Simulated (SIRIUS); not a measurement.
**Energy of LiF along an even scaling of the cell**

System: LiF (Fm-3m, 2 atoms in the cell).
Method: Kohn-Sham DFT of a periodic cell, PBEsol, dojo-sr-pbesol-0.4.1-standard, no spin polarisation (SIRIUS 7.12.0).

The 7 runs differ only in the geometry, by an even scaling of the cell at fixed fractional positions. The structure derives from an entry of the Crystallography Open Database.

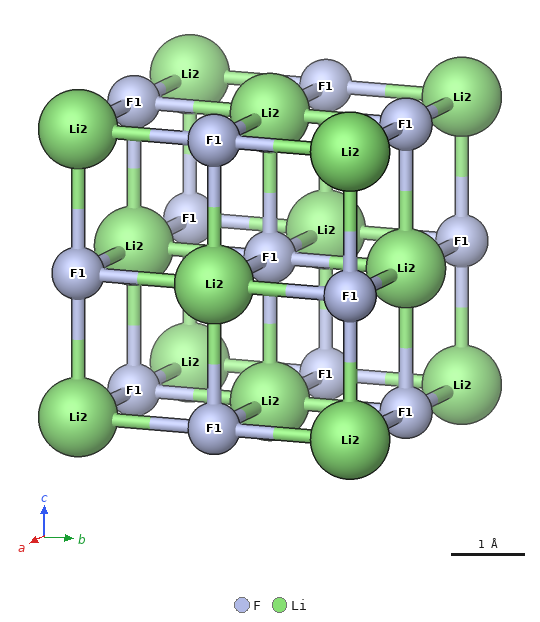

Figure 1. The structure of run 4 (ball-and-stick view of the cell 4 times as large as that of the calculation, set on its symmetry axes, seen slightly off an axis; atoms are numbered from 1 in the order of the input). An atom can appear more than once, as a periodic image.

**Input of run 4**
```
{
  "control": {
    "processing_unit": "cpu",
    "verbosity": 2,
    "num_bands_to_print": 11,
    "print_forces": true,
    "print_stress": true
  },
  "parameters": {
    "electronic_structure_method": "pseudopotential",
    "xc_functionals": ["XC_GGA_X_PBE_SOL", "XC_GGA_C_PBE_SOL"],
    "gk_cutoff": 9.2,
    "pw_cutoff": 18.4,
    "ngridk": [11, 11, 11],
    "shiftk": [0, 0, 0],
    "smearing": "fermi_dirac",
    "smearing_width": 0.0018374661,
    "num_bands": 11,
    "num_mag_dims": 0,
    "num_dft_iter": 100,
    "energy_tol": 1e-08,
    "density_tol": 1e-06
  },
  "iterative_solver": {
    "type": "davidson",
    "min_tolerance": 1e-10
  },
  "mixer": {
    "type": "anderson",
    "beta": 0.7,
    "max_history": 8
  },
  "settings": {
    "tol_ne": 1e-10,
    "pseudo_grid_cutoff": 6.5
  },
  "unit_cell": {
    "lattice_vectors": [
      [0.0, 3.805908414996, 3.805908414996],
      [3.805908414996, 0.0, 3.805908414996],
      [3.805908414996, 3.805908414996, 0.0]
    ],
    "atom_coordinate_units": "lattice",
    "atom_types": ["F", "Li"],
    "atom_files": {
      "F": "F.json",
      "Li": "Li.json"
    },
    "atoms": {
      "F": [
        [0.5, 0.5, 0.5]
      ],
      "Li": [
        [0.0, 0.0, 0.0]
      ]
    }
  }
}
```

Command:
```bash
upf_to_json F.upf
upf_to_json Li.upf
OMP_NUM_THREADS=1 sirius.scf --input=sirius.json --output=out.json --task=0
```

Lattice vectors (Å) and fractional positions of run 4:
```
   0.000000    2.014000    2.014000
   2.014000    0.000000    2.014000
   2.014000    2.014000    0.000000
F   0.500000  0.500000  0.500000
Li  0.000000  0.000000  0.000000
```

Run 3 differs from it as follows:
```diff
-      [0.0, 3.805908414996, 3.805908414996],
-      [3.805908414996, 0.0, 3.805908414996],
-      [3.805908414996, 3.805908414996, 0.0]
+      [0.0, 3.780364635859, 3.780364635859],
+      [3.780364635859, 0.0, 3.780364635859],
+      [3.780364635859, 3.780364635859, 0.0]
```

**Results, with one run withheld**

```csv
run,volume per atom (Å³),"free energy per atom, from the lowest run given (meV)",pressure (GPa),gap on the mesh (eV)
1,7.679,2.63,3.34,9.51
2,7.842,0.12,1.59,9.31
3,8.006,?,?,?
4,8.169,0.00,−1.40,8.94
5,8.333,2.07,−2.67,8.77
6,8.496,5.37,−3.81,8.61
7,8.659,9.78,−4.84,8.45
```

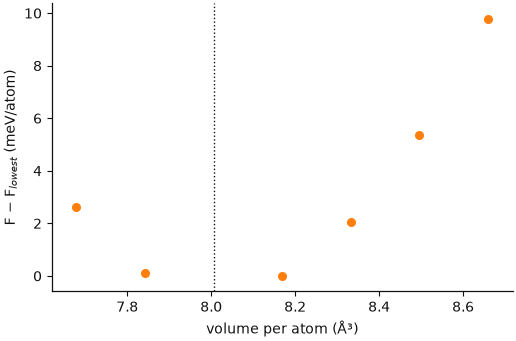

Figure 2. Free energy per atom of the runs given; the dotted line marks run 3.

Fit the runs given and predict run 3.

A cubic polynomial in V^(−2/3) (the Birch–Murnaghan form), fitted to the 6 runs given, misses them by at most 0.01 meV per atom. With x = V^(−2/3) − 0.24624 Å⁻², it reads F = 0.12914 − 467.08 x + 65508 x² + 13610 x³ (meV per atom). At run 3 it gives −0.70 meV per atom, and the run itself gives −0.70. The slope of the fit gives a pressure −dF/dV of 0.03 GPa there, and the run prints 0.02 GPa. The fit has its minimum at 8.010 Å³ per atom, where V d²F/dV² gives 72.8 GPa: the bulk modulus at this level, since symmetry fixes the shape and the positions. The gap on the mesh goes, without turning, from 9.51 eV in run 1 to 8.45 eV in run 7; run 3 has 9.12 eV. These are gaps of this functional on this mesh, which can miss the band edges; they aren't the measured gap.

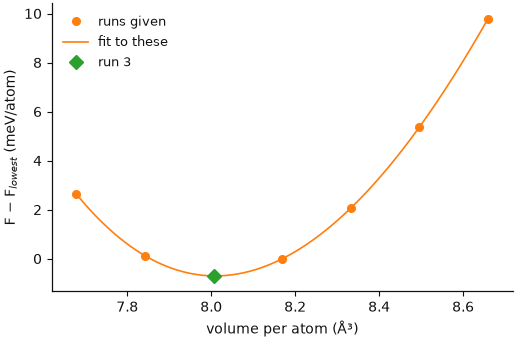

Figure 3. The fit and the withheld run.

**Some lines of the output (run 3)**
```
[...]
[find] Total energy                   :     -31.84562639 (Ha),     -63.69125278 (Ry)
[find] Free energy (E-TS)             :     -31.84562639 (Ha),     -63.69125278 (Ry)
[find] band gap (eV)                  :       9.12288985
[find] Efermi                         :       0.29013278
[find] band gap (eV)                  :       9.12312583
[find] Efermi                         :       0.29012608
[find] band gap (eV)                  :       9.12362807
[find] Efermi                         :       0.27572223
[find] band gap (eV)                  :       9.12361970
[find] Efermi                         :       0.27572218
[find] band gap (eV)                  :       9.12364326
[find] Efermi                         :       0.27572211
[find] band gap (eV)                  :       9.12364740
[find] Efermi                         :       0.27572200
```
